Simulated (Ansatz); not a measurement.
System: HfS2/HfS2/HfS2 (1T multilayer).

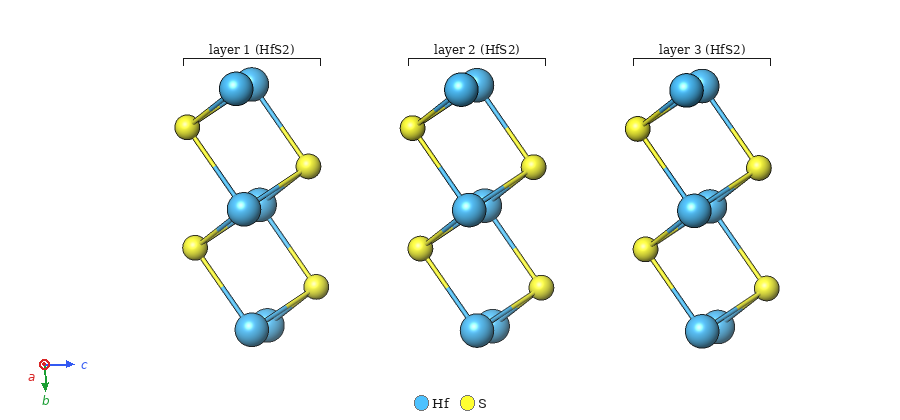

The structure (hafnium blue, sulfur yellow). 1×2×1 cells are drawn. Some periodic images of atoms are drawn too.

The cell holds 9 atoms: 3 Hf and 6 S. Its edges and angles: a = 3.614 Å, b = 3.614 Å, c = 52.100 Å, α = 90.0°, β = 90.0°, γ = 120.0°. Regions: layer 1 (HfS2), 3 atoms (1 Hf and 2 S); layer 2 (HfS2), 3 atoms (1 Hf and 2 S); layer 3 (HfS2), 3 atoms (1 Hf and 2 S). Vacuum lies along c.

```xyz
9
Lattice="3.6143 0.0000 0.0000 -1.8072 3.1301 0.0000 0.0000 0.0000 52.1000" Properties=species:S:1:pos:R:3
Hf    0.0000    0.0000   20.2718
S     0.0000    2.0867   21.7246
S     1.8072    1.0434   18.8160
Hf    0.0000    0.0000   26.0500
S     0.0000    2.0867   27.5021
S     1.8072    1.0434   24.5979
Hf    0.0000    0.0000   31.8282
S     0.0000    2.0867   33.2840
S     1.8072    1.0434   30.3754
```

The structure was relaxed with PBE-D3(BJ). At the settings of the band run the largest force is still 0.09 eV/Å. The runs that relaxed it are not among those shown. Spin-orbit coupling is left out unless a run names it.

Gaps computed with Ansatz 0.2.0 without a self-energy: PBE 1.10 eV and PBE+SOC 1.04 eV.

**Question.** What gap should G0W0 on PBE give (6×6×1 mesh, 783 empty bands, screening to 70 eV, PAW set soft_1 files)?

About 1.97 eV: on its mesh the run moves the gap from 1.10 eV by +0.87 eV. Spin-orbit coupling is not in that value; its −0.06 eV at the PBE level would bring it to about 1.91 eV. Bands and cutoff are finite, so the gap is not at the basis limit. The miss can reach some tenths of an eV and take either sign; the mesh is an error of its own. The mesh in the plane is coarse for a sheet; gap and any exciton binding can still move on denser ones. The many-body steps are scalar-relativistic: spin-orbit coupling is not in them.

[Paths, hosts, dates, memory and timing lines, banners, echoed tables and standing remarks are left out of the program output.]

[Logs are printed without paths, hosts, clocks, repeated set-up lines and the standing remarks that a program may print on its own settings, such as how far it seeks lower states.]

[Runs of the session that timed out or met a known fault of the program may be left out.]

[Cells called generated may have been cut or substituted from an entry of the Crystallography Open Database or the Materials Project.]

[Hosts, paths, dates, database ids (printed as entryN), source tags and the programs' standing remarks are cut or masked in the printed files.]
